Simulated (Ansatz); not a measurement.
Run report: Al2Ga3N5, geometry relaxation (part 2 of 3)

Continued. System: Al2Ga3N5 (10 atoms in the cell). Method: DFT PBE, scalar-relativistic, plane waves, PAW, no spin polarisation (Ansatz 0.2.0); cutoff 420 eV, 6×6×6 k-mesh, Gaussian smearing of 0.1 eV. The structure was made by a generator, so it may or may not be a known phase.

Geometry of the input (Å; fractional positions):
```
1.6973  0.9800  13.8588
-1.6973  0.9800  13.8588
0.0000  -1.9599  13.8588
Al 0.4000  0.4000  0.4000
Al 0.6000  0.6000  0.6000
Ga 0.0000  0.0000  0.0000
Ga 0.8000  0.8000  0.8000
Ga 0.2000  0.2000  0.2000
N  0.3000  0.3000  0.3000
N  0.7000  0.7000  0.7000
N  0.1000  0.1000  0.1000
N  0.5000  0.5000  0.5000
N  0.9000  0.9000  0.9000
```

### The program's output, continued
```
Crystal: 10 atoms, lattice volume = 92.213 Å³
iter 1 solved again at ethr=1.60e-7 eV; its pass at ethr=3.10e-3 eV (dr2=1.12e-4 eV) is discarded
SCF iter   1: F=—  HF=-14348.494266 eV  |F-HF|=—  |Δ(HF+E_count)|=         —  Δρ=2.72e-4  dr2=1.15e-4  ethr=1.60e-7  ⟨swp⟩=1.5  Hψ=4977  notcnv=0
preconditioner: auto → Resta (q_TF=auto, 2.606 Å⁻¹)  ε∞=4.8  [insulator: Δε(μ)=1.707 eV  Ē_g=16.493 eV  σ=0.100 eV  W_gap=1.00  n_scr=34 (ndim 8)  ℏωp=32.4 eV  f_vac=0.000  D(μ)=0.00/eV (n_scr^D=0)  ε∞_Penn≈4.8]
SCF iter   2: F=—  HF=-14348.494246 eV  |F-HF|=—  |Δ(HF+E_count)|=   2.01e-5  Δρ=1.26e-4  dr2=2.87e-5  ethr=1.60e-7  ⟨swp⟩=2.1  Hψ=1689  notcnv=0
SCF iter   3: F=—  HF=-14348.494239 eV  |F-HF|=—  |Δ(HF+E_count)|=   6.86e-6  Δρ=2.80e-5  dr2=1.05e-6  ethr=4.10e-8  ⟨swp⟩=2.2  Hψ=1974  notcnv=0
SCF iter   4: F=—  HF=-14348.494239 eV  |F-HF|=—  |Δ(HF+E_count)|=   4.13e-7  Δρ=1.30e-5  dr2=3.06e-7  ethr=1.49e-9  ⟨swp⟩=2.1  Hψ=2444  notcnv=0
iter 5 did not close the SCF: its close was put off for the readings that it lacked (scf_convergence_deferred on its scf_iter line)
SCF iter   5: F=-14348.494239 eV  HF=-14348.494239 eV  |F-HF|=3.36e-8  |Δ(HF+E_count)|=   9.07e-8  Δρ=4.44e-6  dr2=4.45e-8  ethr=4.37e-10  ⟨swp⟩=2.0  Hψ=2352  notcnv=0
SCF iter   6: F=-14348.494239 eV  HF=-14348.494239 eV  |F-HF|=8.29e-10  |Δ(HF+E_count)|=   1.25e-8  Δρ=7.83e-7  dr2=1.18e-9  ethr=6.36e-11  ⟨swp⟩=3.3  Hψ=4838  notcnv=0
SCF 7 converged in 6 iterations: F = -14348.494239 eV  dr2 = 1.18e-9
relax step   7: F+E_penalty+E_count = -14348.49423867 eV  Δ(F+E_penalty+E_count) = -3.673e-4 eV  max|allowed force component| = 6.240e-3 eV/Å  Δτ_max = 0.0024 Å  P = -0.006 GPa  Ω = 92.213 Å³  energy of the carried Pulay correction = +1.186e-1 eV  (6 SCF iters, dr2 threshold 2.49e-7 eV, accepted)
Basis set: ecut = 420 eV, 1763 PW (Γ), FFT grids on a1−a3, a2−a3, a3, exchange–correlation on 40×40×180 points (8 copies of the dense FFT grid, shifted against one another)
Initial wavefunctions: pseudopotential atomic-orbital guess (no wavefunctions were taken with the density)
iter 1 solved again at ethr=1.86e-7 eV; its pass at ethr=3.10e-3 eV (dr2=1.30e-4 eV) is discarded
SCF iter   1: F=—  HF=-14348.461667 eV  |F-HF|=—  |Δ(HF+E_count)|=         —  Δρ=8.16e-4  dr2=1.30e-4  ethr=1.86e-7  ⟨swp⟩=3.0  Hψ=9308  notcnv=0
preconditioner: auto → Resta (q_TF=auto, 2.606 Å⁻¹)  ε∞=4.8  [insulator: Δε(μ)=1.705 eV  Ē_g=16.492 eV  σ=0.100 eV  W_gap=1.00  n_scr=34 (ndim 8)  ℏωp=32.4 eV  f_vac=0.000  D(μ)=0.00/eV (n_scr^D=0)  ε∞_Penn≈4.8]
SCF iter   2: F=—  HF=-14348.461788 eV  |F-HF|=—  |Δ(HF+E_count)|=   1.22e-4  Δρ=5.70e-4  dr2=9.73e-5  ethr=1.86e-7  ⟨swp⟩=2.2  Hψ=2634  notcnv=0
SCF iter   3: F=—  HF=-14348.461753 eV  |F-HF|=—  |Δ(HF+E_count)|=   3.55e-5  Δρ=1.05e-4  dr2=2.32e-6  ethr=1.39e-7  ⟨swp⟩=2.4  Hψ=2416  notcnv=0
SCF iter   4: F=—  HF=-14348.461748 eV  |F-HF|=—  |Δ(HF+E_count)|=   4.60e-6  Δρ=1.98e-5  dr2=2.07e-7  ethr=3.32e-9  ⟨swp⟩=2.0  Hψ=2560  notcnv=0
SCF iter   5: F=—  HF=-14348.461749 eV  |F-HF|=—  |Δ(HF+E_count)|=   4.47e-7  Δρ=5.04e-6  dr2=6.82e-9  ethr=2.95e-10  ⟨swp⟩=2.0  Hψ=2560  notcnv=0
SCF iter   6: F=-14348.461749 eV  HF=-14348.461749 eV  |F-HF|=1.31e-10  |Δ(HF+E_count)|=   3.43e-8  Δρ=9.85e-7  dr2=2.50e-10  ethr=9.14e-12  ⟨swp⟩=6.2  Hψ=5456  notcnv=0
SCF 8 converged in 6 iterations: F = -14348.461749 eV  dr2 = 2.50e-10
relax step   8: F+E_penalty+E_count = -14348.46174861 eV  Δ(F+E_penalty+E_count) = +3.249e-2 eV  max|allowed force component| = 6.198e-3 eV/Å  Δτ_max = 0.0000 Å  P = -0.476 GPa  Ω = 92.213 Å³  stress off target by 4.84e-1 GPa  SCF on the basis re-selected at this cell (its energy is not comparable with the rows above)  (6 SCF iters)
basis re-selected at this cell: Δ(F+E_penalty+E_count) = +3.249e-2 eV, ΔP = -0.471 GPa vs the last step (what re-selecting the basis moved, of the pressure what is left beyond the Pulay correction that the steps carried, after the strain that the cell walked since its last selection, with what the two solves' SCF thresholds leave and, on support functions, any second-order correction that the steps lacked; it is no measure of the basis error at this ecutwfc). The dense FFT grid was sized anew with the basis: this SCF ran on 20×20×90 points, the steps before it on 24×24×96, so part of this shift can come from that change (see relax.cell in the input reference). This SCF's stress stands 4.84e-1 GPa from its target on what of the cell is left free (relax.cell.stress_tol is 4.00e-1 GPa) and its largest allowed force component is 6.20e-3 eV/Å (relax.f_tol is 4.00e-2 eV/Å): not within both, so this SCF does not close the relaxation
Crystal: 10 atoms, lattice volume = 91.978 Å³
Basis set: ecut = 420 eV, 1757 PW (Γ), FFT grids on a1−a3, a2−a3, a3, exchange–correlation on 40×40×180 points (8 copies of the dense FFT grid, shifted against one another)
iter 1 solved again at ethr=3.84e-7 eV; its pass at ethr=3.10e-3 eV (dr2=2.69e-4 eV) is discarded
SCF iter   1: F=—  HF=-14348.463029 eV  |F-HF|=—  |Δ(HF+E_count)|=         —  Δρ=5.62e-4  dr2=2.81e-4  ethr=3.84e-7  ⟨swp⟩=2.2  Hψ=5849  notcnv=0
preconditioner: auto → Resta (q_TF=auto, 2.607 Å⁻¹)  ε∞=4.8  [insulator: Δε(μ)=1.731 eV  Ē_g=16.513 eV  σ=0.100 eV  W_gap=1.00  n_scr=34 (ndim 8)  ℏωp=32.4 eV  f_vac=0.000  D(μ)=0.00/eV (n_scr^D=0)  ε∞_Penn≈4.8]
SCF iter   2: F=—  HF=-14348.462871 eV  |F-HF|=—  |Δ(HF+E_count)|=   1.58e-4  Δρ=2.28e-4  dr2=5.01e-5  ethr=3.84e-7  ⟨swp⟩=2.5  Hψ=2068  notcnv=0
SCF iter   3: F=—  HF=-14348.462859 eV  |F-HF|=—  |Δ(HF+E_count)|=   1.23e-5  Δρ=5.45e-5  dr2=1.57e-6  ethr=7.16e-8  ⟨swp⟩=2.0  Hψ=1912  notcnv=0
iter 4 did not close the SCF: its close was put off for the readings that it lacked (scf_convergence_deferred on its scf_iter line)
SCF iter   4: F=-14348.462858 eV  HF=-14348.462859 eV  |F-HF|=4.02e-7  |Δ(HF+E_count)|=   1.04e-7  Δρ=2.03e-5  dr2=3.31e-7  ethr=2.25e-9  ⟨swp⟩=2.0  Hψ=2054  notcnv=0
iter 5 did not close the SCF: its close was put off for the readings that it lacked (scf_convergence_deferred on its scf_iter line)
SCF iter   5: F=-14348.462858 eV  HF=-14348.462858 eV  |F-HF|=1.03e-8  |Δ(HF+E_count)|=   1.14e-7  Δρ=4.43e-6  dr2=2.29e-8  ethr=4.73e-10  ⟨swp⟩=2.1  Hψ=2556  notcnv=0
SCF iter   6: F=-14348.462858 eV  HF=-14348.462858 eV  |F-HF|=5.68e-10  |Δ(HF+E_count)|=  1.02e-10  Δρ=8.11e-7  dr2=1.02e-9  ethr=3.27e-11  ⟨swp⟩=2.3  Hψ=4565  notcnv=0
SCF 9 converged in 6 iterations: F = -14348.462858 eV  dr2 = 1.02e-9
relax step   9: F+E_penalty+E_count = -14348.46285842 eV  Δ(F+E_penalty+E_count) = -1.110e-3 eV  max|allowed force component| = 1.621e-2 eV/Å  Δτ_max = 0.0011 Å  P = +0.116 GPa  Ω = 91.978 Å³  energy of the carried Pulay correction = +8.625e-4 eV  (6 SCF iters, dr2 threshold 5.86e-7 eV, accepted)
iter 1 solved again at ethr=2.56e-8 eV; its pass at ethr=3.10e-3 eV (dr2=1.79e-5 eV) is discarded
SCF iter   1: F=—  HF=-14348.462154 eV  |F-HF|=—  |Δ(HF+E_count)|=         —  Δρ=1.44e-5  dr2=3.42e-8  ethr=2.56e-8  ⟨swp⟩=3.0  Hψ=10123  notcnv=0  defer=1
preconditioner: auto → Resta (q_TF=auto, 2.607 Å⁻¹)  ε∞=4.8  [insulator: Δε(μ)=1.724 eV  Ē_g=16.512 eV  σ=0.100 eV  W_gap=1.00  n_scr=34 (ndim 8)  ℏωp=32.4 eV  f_vac=0.000  D(μ)=0.00/eV (n_scr^D=0)  ε∞_Penn≈4.8]
SCF iter   2: F=—  HF=-14348.462064 eV  |F-HF|=—  |Δ(HF+E_count)|=   8.98e-5  Δρ=7.81e-6  dr2=1.11e-8  ethr=4.88e-11  ⟨swp⟩=2.0  Hψ=2560  notcnv=0
iter 3 did not close the SCF: its close was put off for the readings that it lacked (scf_convergence_deferred on its scf_iter line)
SCF iter   3: F=-14348.462064 eV  HF=-14348.462064 eV  |F-HF|=7.28e-12  |Δ(HF+E_count)|=   2.01e-8  Δρ=1.77e-6  dr2=4.96e-10  ethr=1.59e-11  ⟨swp⟩=2.0  Hψ=2489  notcnv=0
iter 4 did not close the SCF: its close was put off for the readings that it lacked (scf_convergence_deferred on its scf_iter line)
SCF iter   4: F=-14348.462064 eV  HF=-14348.462064 eV  |F-HF|=7.82e-11  |Δ(HF+E_count)|=  7.06e-10  Δρ=3.68e-7  dr2=8.55e-11  ethr=1.00e-12  ⟨swp⟩=2.0  Hψ=2560  notcnv=0
iter 5 did not close the SCF: its close was put off for the readings that it lacked (scf_convergence_deferred on its scf_iter line)
SCF iter   5: F=-14348.462064 eV  HF=-14348.462064 eV  |F-HF|=3.64e-12  |Δ(HF+E_count)|=  1.09e-11  Δρ=1.00e-7  dr2=1.02e-11  ethr=1.00e-12  ⟨swp⟩=1.0  Hψ=1440  notcnv=0
iter 6 did not close the SCF: its close was put off for the readings that it lacked (scf_convergence_deferred on its scf_iter line)
SCF iter   6: F=-14348.462064 eV  HF=-14348.462064 eV  |F-HF|=0.00e0  |Δ(HF+E_count)|=  3.64e-12  Δρ=2.45e-8  dr2=7.99e-13  ethr=1.00e-12  ⟨swp⟩=1.0  Hψ=1440  notcnv=0
SCF iter   7: F=-14348.462064 eV  HF=-14348.462064 eV  |F-HF|=7.28e-12  |Δ(HF+E_count)|=  3.64e-12  Δρ=5.14e-9  dr2=4.52e-14  ethr=1.00e-12  ⟨swp⟩=2.1  Hψ=3350  notcnv=0
SCF 10 converged in 7 iterations: F = -14348.462064 eV  dr2 = 4.52e-14
relax step  10: F+E_penalty+E_count = -14348.46206416 eV  Δ(F+E_penalty+E_count) = +7.943e-4 eV  max|allowed force component| = 1.623e-2 eV/Å  Δτ_max = 0.0000 Å  P = +0.105 GPa  Ω = 91.978 Å³  stress off target by 1.66e-1 GPa  SCF on the basis re-selected at this cell (its energy is not comparable with the rows above)  (7 SCF iters)
```

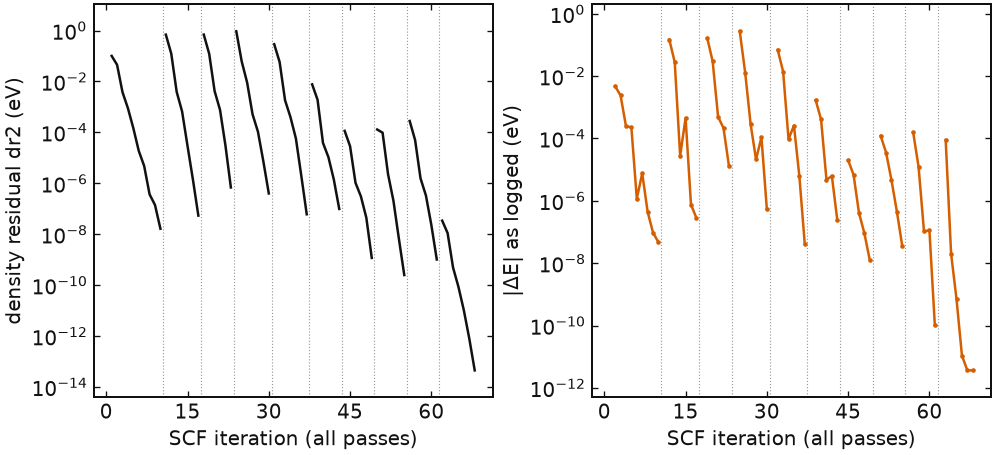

Fig. 1: Convergence of the self-consistent field: density residual dr2 and size of the energy change against the SCF iteration. The dotted lines part the SCF passes of the relaxation: geometry steps, rejected trials and re-solves on a re-selected basis. The 10 passes take 6 to 10 iterations each, 68 in all.

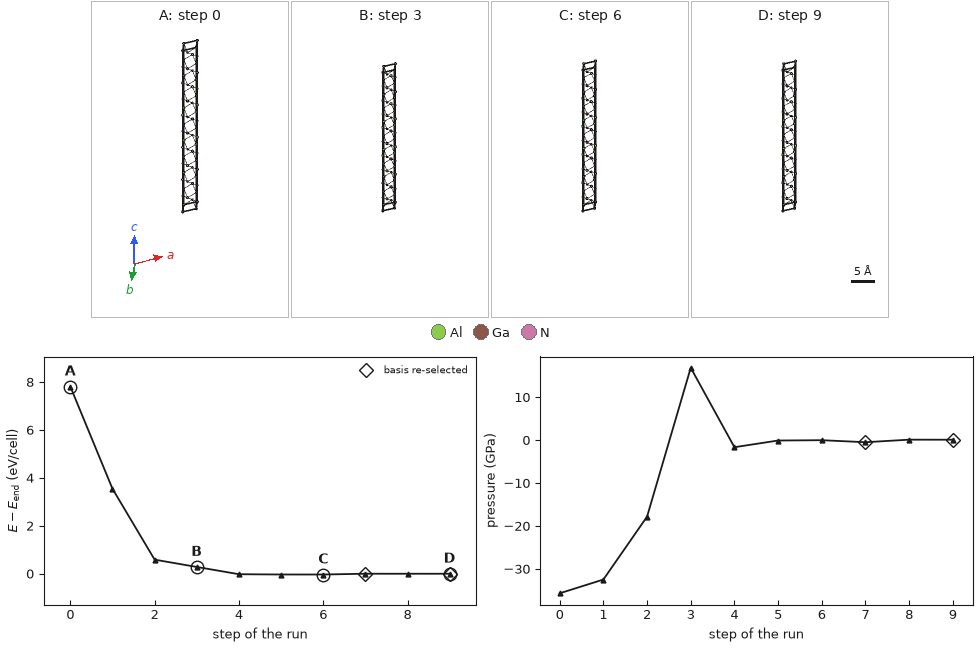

Fig. 2: Frames of the relaxation (ball-and-stick view of the cell 3 times as large as that of the calculation, set on its symmetry axes, seen at an oblique angle) above the curves, on which the letters mark them (the first geometry is step 0 here and step 1 in the log).

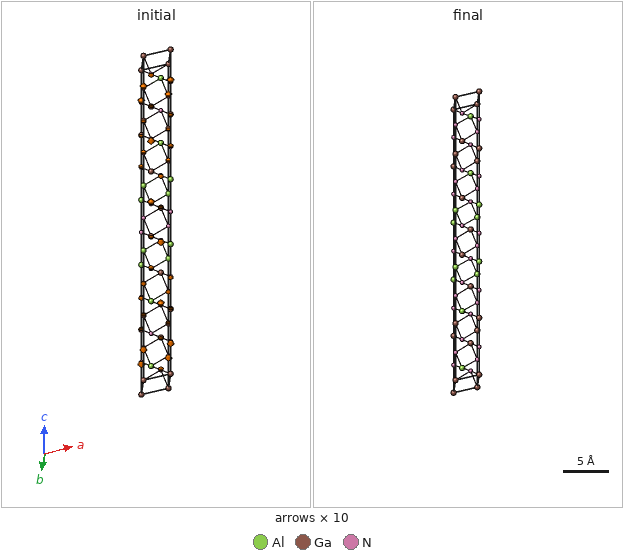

Fig. 3: Before (left) and after (right) the relaxation, at one scale (ball-and-stick view of the cell 3 times as large as that of the calculation, set on its symmetry axes, seen at an oblique angle). The orange arrows give the displacements (without the part carried along by the change of the cell), magnified 10 times. Over 7 geometry steps the energy falls by 7.812 eV per cell of the calculation. The largest force component goes from 0.66 to 0.016 eV/Å. The pressure goes from −35.67 to 0.11 GPa. The basis was re-selected once at an unchanged geometry, which shifts the energy a little without any move. The largest moves relative to the cell, 0.077 Å, are those of N8 and N10. Largest moves by element: N 0.077 Å, Ga 0.028 Å, Al 0.013 Å. The volume changes by −33.5 %, with a = b 3.395 → 2.963 Å (−12.7 %), c 41.576 → 36.301 Å (−12.7 %). Among the contacts that change: Al1–N7 2.400 → 2.060 Å, Ga4–N9 2.400 → 2.112 Å, Ga3–N6 2.400 → 2.123 Å. Among the angles that change: Al2–N10–Ga5 180.0° → 177.5°, Al2–N6–Ga3 180.0° → 177.6°. The space group stays R-3m (No. 166). The energy change given includes the shifts at the re-selections in mid-walk, which come without any move. A last SCF at the same geometry on a re-selected plane-wave basis shifts the energy by +0.8 meV per cell of the calculation. (Atoms are counted from 1 in the order of the input.)

```
basis re-selected at this cell: Δ(F+E_penalty+E_count) = +7.943e-4 eV, ΔP = -0.011 GPa vs the last step (what re-selecting the basis moved, of the pressure what is left beyond the Pulay correction that the steps carried, after the strain that the cell walked since its last selection, with what the two solves' SCF thresholds leave and, on support functions, any second-order correction that the steps lacked; it is no measure of the basis error at this ecutwfc). This SCF's stress stands 1.66e-1 GPa from its target on what of the cell is left free (relax.cell.stress_tol is 4.00e-1 GPa) and its largest allowed force component is 1.62e-2 eV/Å (relax.f_tol is 4.00e-2 eV/Å): within both
SCF converged after 7 iterations
Free energy (F): -14348.462064 eV
Harris-Foulkes:  -14348.462064 eV  (|F-HF|=7.28e-12)
Internal energy: -14348.462064 eV  (E = F + TS)
E sigma→0 (E₀):  -14348.462064 eV
Fermi energy:    12.862219 eV
--- Per-component energies (eV) ---
  E_band       = 179.001477
  E_kinetic    = 1064.337616
  E_local      = -6776.965724  (includes V_loc(G=0)·N_el)
  E_nonlocal   = 1540.024098
  E_hartree    = 3174.578081
  E_xc         = -590.011578
  E_vxc        = -619.423537  (∫ρ·V_xc dr)
  E_paw        = -7561.789224  (= ΣΔE_a)
  E_vpaw       = -1378.126926  (= ΣTr[D̂ρ^β])
  E_aug_tail   = -0.000211  (compensation charges beyond the density's cutoff)
  E_ewald      = -5198.635123
  E_smearing   = -0.000000  (= −TS)
  E_closure    = 0.000000  (closes the sum)
  Σ components = -14348.462064   (vs F -14348.462064, Δ=0.00e0)
--- Forces (eV/Å), atoms counted from 1 ---
  atom   1  Al     0.00000000     0.00000000    -0.00806987
  atom   2  Al    -0.00000000    -0.00000000     0.00806987
  atom   3  Ga    -0.00000000     0.00000000    -0.00000000
  atom   4  Ga     0.00000000     0.00000000    -0.01623494
  atom   5  Ga    -0.00000000    -0.00000000     0.01623494
  atom   6  N      0.00000000    -0.00000000     0.00582334
  atom   7  N     -0.00000000     0.00000000    -0.00582334
  atom   8  N      0.00000000    -0.00000000     0.00744212
  atom   9  N      0.00000000     0.00000000     0.00000000
  atom  10  N     -0.00000000     0.00000000    -0.00744212
  max |Σ_I F_I| component: 9.27e-18 eV/Å
--- Stress (GPa, compression-positive) ---
        0.075350       0.000000      -0.000000
        0.000000       0.075350      -0.000000
       -0.000000      -0.000000       0.165748
  P = ⅓ Tr σ = 0.1055 GPa (1.055 kbar)
--- Band table (eV; the first three rows and the last of 32) ---
  k-point 0: bands = ["-5.0842", "-4.3535", "-4.2939", "-2.5562", "-2.5143", "-2.0484", "-2.0484", "-2.0165", "-2.0165", "-2.0146", "-2.0044", "-1.9766", "-1.9575", "-1.9575", "-1.8534", "-1.8534", "-1.8434", "-1.8434", "-1.7772", "-1.7772", "4.5990", "4.7535", "8.5311", "8.6387", "11.2411", "11.2411", "11.3357", "11.3357", "11.7634", "11.7760", "11.7760", "11.8968", "11.8968", "11.9492", "11.9492", "15.1217", "16.9783", "17.3402", "17.3652", "17.3895", "21.4761", "21.9385", "21.9385", "22.0660", "22.0660"]
```
